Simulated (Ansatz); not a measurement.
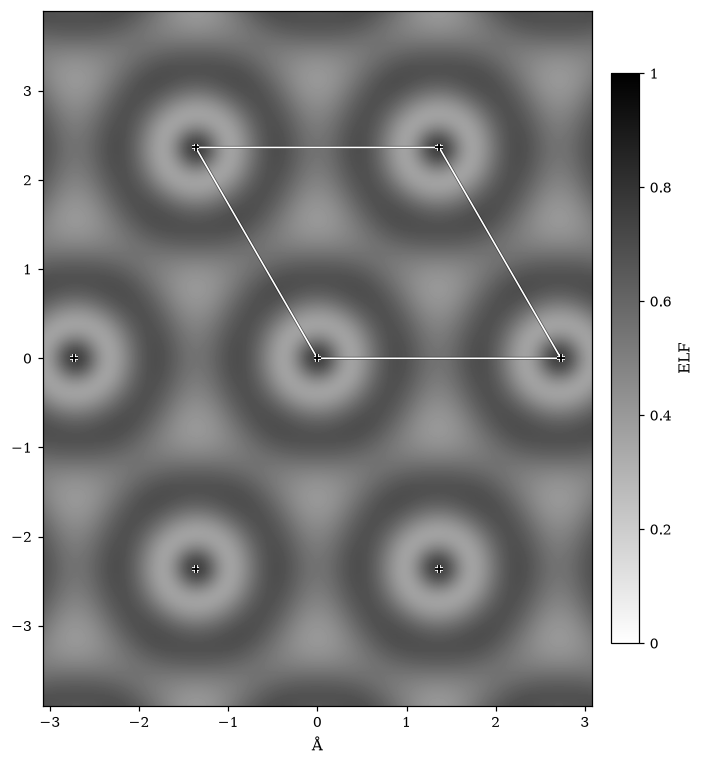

The electron localisation function on a plane through atoms (crosses mark nuclei in the plane).

These are results of Ansatz, DFT, RPBE, plane waves (420 eV) with PAW, scalar-relativistic, not measurements.

Candidates:
A. Si, a = 2.73 Å, b = 2.73 Å, c = 9.06 Å, α = 90.00°, β = 90.00°, γ = 120.00°. Space group P6₃/mmc; set up as Si, dhcp; a generated structure, not necessarily the stable one; changed on purpose from its base cell (volume × 1.0).
B. Sn, a = 4.87 Å, b = 4.87 Å, c = 4.87 Å, α = 90.00°, β = 90.00°, γ = 90.00°. Space group Fm-3m; set up as Sn, fcc; a generated structure, not necessarily the stable one; changed on purpose from its base cell (volume × 1.0).

Which candidate gave the map?

Candidate A: Si on the (001) plane of the conventional cell, which holds Si. Si–Si (2.73 Å): the ELF peaks at about 0.70 between the atoms.
